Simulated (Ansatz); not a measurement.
## Single-point calculation, with input and output: Ti16H2N (part 2 of 2)

The same run, continued: Ti16H2N (slab, 19 atoms in the cell); DFT PBE+D3(BJ), scalar-relativistic, plane waves, PAW, no spin polarisation (Ansatz 0.2.0); cutoff 420 eV, 4×4×1 k-mesh, Gaussian smearing of 0.1 eV. The structure derives from an entry of the Crystallography Open Database. It belongs to a series of runs on one base structure; here: the whole at its places in the relaxed adsorbed structure.

Geometry of the input (Å; fractional positions):
```
5.7729  0.0000  0.0000
-2.8865  4.9995  0.0000
0.0000  0.0000  25.4750
Ti 0.3333  0.1667  0.3140
Ti 0.3333  0.6667  0.3140
Ti 0.8333  0.1667  0.3140
Ti 0.8333  0.6667  0.3140
Ti 0.1667  0.3333  0.4038
Ti 0.1667  0.8333  0.4038
Ti 0.6667  0.3333  0.4038
Ti 0.6667  0.8333  0.4038
Ti 0.3326  0.1637  0.4968
Ti 0.3307  0.6613  0.4967
Ti 0.8313  0.1637  0.4968
Ti 0.8381  0.6759  0.4974
Ti 0.1650  0.3297  0.5832
Ti 0.1756  0.8311  0.5844
Ti 0.6710  0.3415  0.5796
Ti 0.6557  0.8310  0.5844
N  0.0030  0.0058  0.6385
H  0.0689  0.1383  0.6695
H  -0.0903  -0.1817  0.6566
```

Output, continued
```
  k-point 1: bands = ["-53.9215", "-53.8805", "-53.8540", "-53.8406", "-53.8393", "-53.8172", "-53.7805", "-53.7555", "-53.7021", "-53.6386", "-53.6251", "-53.6245", "-53.6045", "-53.5577", "-53.5548", "-53.5260", "-30.4331", "-30.3934", "-30.3883", "-30.3840", "-30.3649", "-30.3645", "-30.3502", "-30.3391", "-30.3309", "-30.3203", "-30.3132", "-30.2886", "-30.2739", "-30.2639", "-30.1110", "-30.1029", "-30.0919", "-30.0565", "-30.0425", "-30.0353", "-30.0191", "-30.0128", "-30.0022", "-29.9842", "-29.9686", "-29.9656", "-29.9282", "-29.9276", "-29.8802", "-29.8710", "-29.8638", "-29.8602", "-29.8492", "-29.8368", "-29.8290", "-29.8240", "-29.7704", "-29.7546", "-29.7495", "-29.7473", "-29.7360", "-29.7185", "-29.7150", "-29.6852", "-29.6825", "-29.6683", "-29.6404", "-29.5900", "-14.8892", "-6.2129", "-3.8600", "-2.4157", "-1.4447", "-1.3607", "-0.2013", "-0.0627", "0.3305", "0.4433", "0.5181", "0.5290", "0.7122", "0.7352", "0.7923", "0.9447", "0.9705", "1.1397", "1.2664", "1.2812", "1.5762", "1.5796", "1.7301", "1.9078", "1.9732", "2.0341", "2.1505", "2.2486", "2.2849", "2.4915", "2.7220", "2.9323", "2.9444", "2.9603", "3.0421", "3.1043", "3.1140", "3.1929", "3.2945", "3.3496", "3.4300", "3.4847", "3.5815", "3.6331", "3.6684", "3.7236", "3.7616", "3.8117", "3.8268", "3.8424", "3.8715", "3.8880", "3.9144", "3.9739", "4.0381", "4.0444"]
  k-point 2: bands = ["-53.8885", "-53.8873", "-53.8582", "-53.8406", "-53.8393", "-53.8352", "-53.7806", "-53.7597", "-53.6718", "-53.6698", "-53.6251", "-53.6245", "-53.5896", "-53.5708", "-53.5548", "-53.5275", "-30.3674", "-30.3533", "-30.3406", "-30.3331", "-30.3310", "-30.3298", "-30.3243", "-30.3103", "-30.2789", "-30.2753", "-30.2730", "-30.2429", "-30.1692", "-30.1610", "-30.1576", "-30.1422", "-30.1292", "-30.1122", "-30.1003", "-30.0759", "-30.0303", "-30.0224", "-29.9843", "-29.9793", "-29.9696", "-29.9499", "-29.9251", "-29.9228", "-29.9192", "-29.9179", "-29.9116", "-29.8999", "-29.8878", "-29.8679", "-29.8443", "-29.8306", "-29.8045", "-29.7757", "-29.7741", "-29.7475", "-29.7453", "-29.7309", "-29.7277", "-29.7244", "-29.7076", "-29.6991", "-29.6445", "-29.6144", "-14.8856", "-6.2345", "-3.7767", "-1.4201", "-1.3093", "-1.2866", "-0.4443", "-0.3507", "0.5704", "0.7176", "0.7708", "0.7802", "0.9633", "0.9807", "1.1482", "1.1615", "1.1772", "1.2473", "1.6989", "1.7328", "1.8641", "1.8798", "1.9724", "1.9963", "2.0634", "2.1227", "2.2199", "2.2877", "2.2910", "2.3473", "2.3520", "2.4323", "2.6076", "2.6174", "2.6810", "2.7332", "2.8013", "2.8779", "2.9303", "3.0319", "3.0850", "3.1060", "3.1313", "3.2826", "3.2974", "3.4510", "3.5830", "3.5950", "3.6118", "3.6479", "3.7680", "3.8476", "3.9592", "4.0558", "4.1468", "4.1526"]
  k-point 9: bands = ["-53.8880", "-53.8878", "-53.8629", "-53.8400", "-53.8399", "-53.8218", "-53.7952", "-53.7539", "-53.6718", "-53.6696", "-53.6256", "-53.6241", "-53.5864", "-53.5762", "-53.5515", "-53.5285", "-30.3867", "-30.3494", "-30.3434", "-30.3326", "-30.3289", "-30.3170", "-30.3106", "-30.3071", "-30.2767", "-30.2740", "-30.2575", "-30.2527", "-30.1670", "-30.1612", "-30.1518", "-30.1446", "-30.1363", "-30.1238", "-30.1038", "-30.0758", "-30.0303", "-30.0222", "-29.9920", "-29.9842", "-29.9767", "-29.9524", "-29.9260", "-29.9223", "-29.9202", "-29.9167", "-29.9110", "-29.9009", "-29.8817", "-29.8637", "-29.8420", "-29.8321", "-29.8006", "-29.7804", "-29.7713", "-29.7515", "-29.7433", "-29.7355", "-29.7289", "-29.7213", "-29.7068", "-29.7021", "-29.6343", "-29.6151", "-14.8856", "-6.1993", "-3.7887", "-1.7163", "-1.2940", "-1.1973", "-0.3986", "-0.2865", "0.6079", "0.7225", "0.7700", "0.7987", "0.9698", "0.9889", "1.1577", "1.1682", "1.1809", "1.2595", "1.6988", "1.7232", "1.8600", "1.8780", "1.9788", "1.9975", "2.0631", "2.1097", "2.2385", "2.2787", "2.3087", "2.3423", "2.3612", "2.4081", "2.6047", "2.6190", "2.6340", "2.7627", "2.8098", "2.9189", "2.9533", "3.0260", "3.0910", "3.1130", "3.1299", "3.2861", "3.2970", "3.5052", "3.5891", "3.6065", "3.6119", "3.6622", "3.7476", "3.8152", "3.9460", "4.0522", "4.1158", "4.1809"]
```

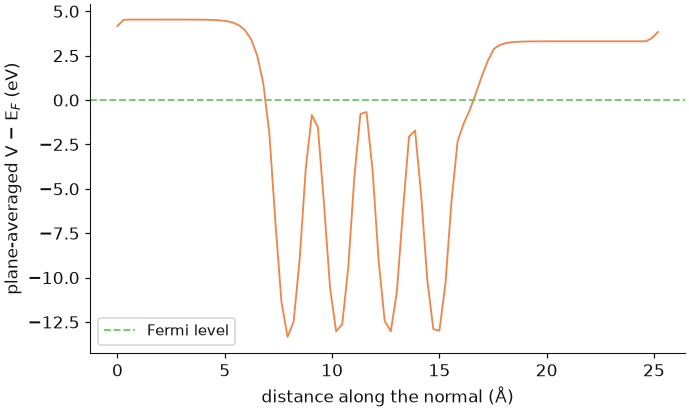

*Plane average of the electrostatic potential energy of an electron across the cell, from the Fermi level.*

The vacuum level lies 3.31 eV above the Fermi level on the upper side and 4.53 eV on the lower.

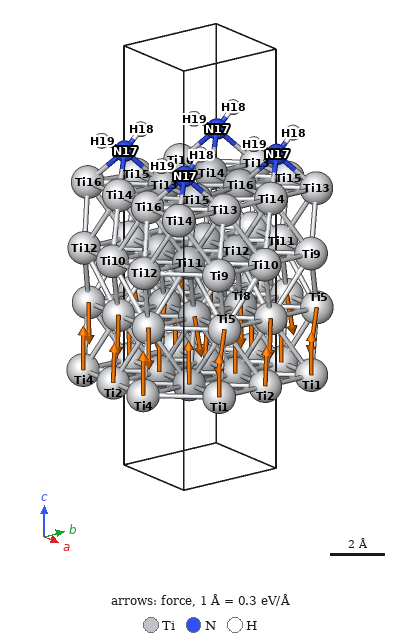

*Forces on the atoms as orange arrows (ball-and-stick view of the cell of the calculation, with the vacuum cut short, seen slightly off an axis; neighbours outside the cell are drawn fainter; atoms are numbered from 1 in the order of the input); the smallest are left out.*

The largest act on Ti5 (0.55 eV/Å); Ti1, Ti3, Ti4 (0.51 eV/Å); Ti6, Ti7, Ti8 (0.48 eV/Å); Ti2 (0.46 eV/Å). The geometry is not a stationary point of this energy.

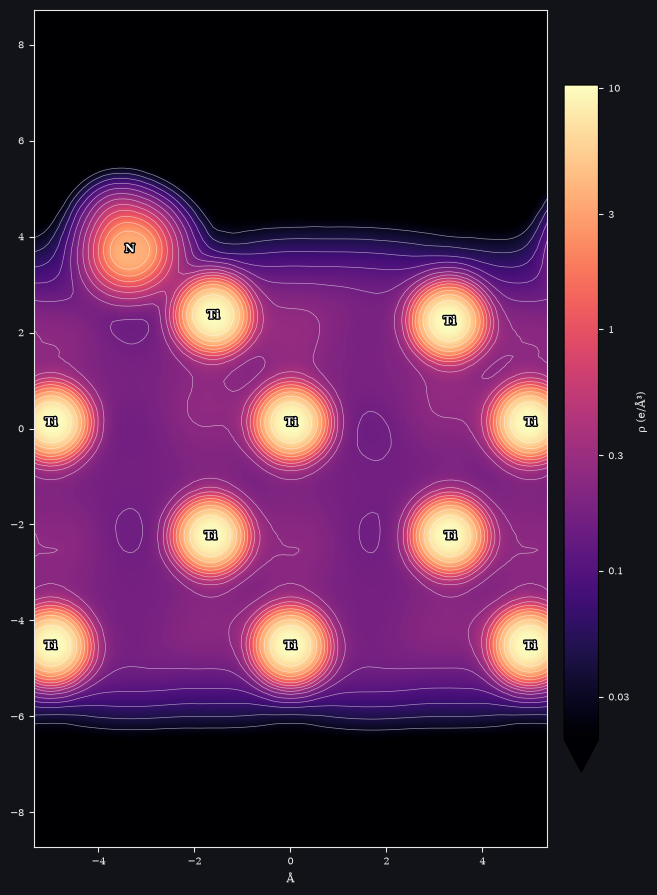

*Valence electron density on the (110) plane of the calculation cell, a cut from vacuum to vacuum.*

Atoms in the plane: Ti and N. Ti–Ti (2.70 Å): ρ at the midpoint is about 0.24 e/Å³. Ti–N (2.22 Å): ρ is about 0.42 e/Å³ halfway. Ti–Ti (2.76 Å): the density is about 0.22 e/Å³ at the midpoint. Ti–Ti (2.83 Å): ρ is about 0.21 e/Å³ halfway. Ti–Ti (2.90 Å): ρ is about 0.19 e/Å³ halfway. The density dies away to nearly zero in the vacuum. In a PAW calculation such maps are meaningful between the atoms, not at the nuclei.

Key numbers

```json
{"quantity": "outcome", "value": "converged"}
{"quantity": "electrons treated", "value": "199"}
{"quantity": "free energy", "value": "−40413.3119 eV"}
{"quantity": "work function, top face", "value": "3.31 eV"}
{"quantity": "work function, bottom face", "value": "4.53 eV"}
{"quantity": "Fermi energy", "value": "2.915 eV"}
{"quantity": "gap on the k-point mesh", "value": "none (metallic)"}
{"quantity": "work function (upper face)", "value": "3.31 eV"}
{"quantity": "largest force (length of the vector)", "value": "0.552 eV/Å"}
{"quantity": "wall time", "value": "22 s (CPU time 2.4 min)"}
{"quantity": "peak memory", "value": "3.1 GiB"}
```

Notes

The cell holds an odd number of electrons but the run has no spin polarisation, so a band is left half filled.
